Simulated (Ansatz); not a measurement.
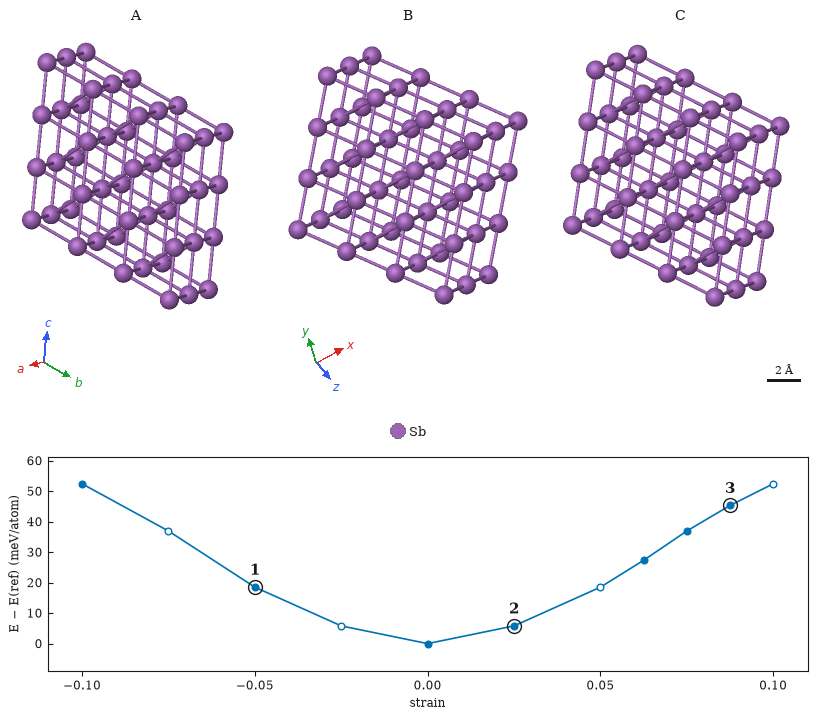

A scan of crystalline Sb (Im-3m): the cell is strained along x and oppositely along y, with the atoms kept at their fractional coordinates. x, y and z are the Cartesian axes of the input. The frames are shuffled; the numbered points of the plot belong to them. Hollow markers are points alike by symmetry, not computed again. The picture is a ball-and-stick view of the cell of the calculation, repeated 2 × 3 × 3 with one cell outlined, seen slightly off an axis.

Level of theory: Ansatz 0.2.0, DFT r2SCAN, scalar-relativistic, plane waves, PAW. Set-up: plane-wave cutoff 500 eV; k-point mesh 18 × 18 × 18; occupations gaussian; smearing width 0.15 eV; no spin polarisation. Energies (free energies at the smearing named) are counted from the cell as listed in its source, which wasn't relaxed.

> Match the frames to the points.

Point 1 is frame A (the strain −0.05, 18.5 meV/atom); 2 is frame C (the strain 0.025, 5.8 meV/atom); 3 is frame B (the strain 0.0875, 45.3 meV/atom). The lowest computed point lies at the strain 0.00 (0.0 meV/atom). At the ends of the scan the energy is 52.4 meV/atom (−0.10) and 52.4 meV/atom (0.10). The unrelaxed reference is under a pressure of 1.9 GPa. The distortion takes the space group from Im-3m to Immm. At the strain −0.10 the cell of the drawing goes a 3.241 → 3.252 Å, b 3.241 → 3.252 Å, c 3.241 → 3.252 Å, α 109.5° → 117.6°, β 109.5° → 101.5°, γ 109.5° → 109.7°.
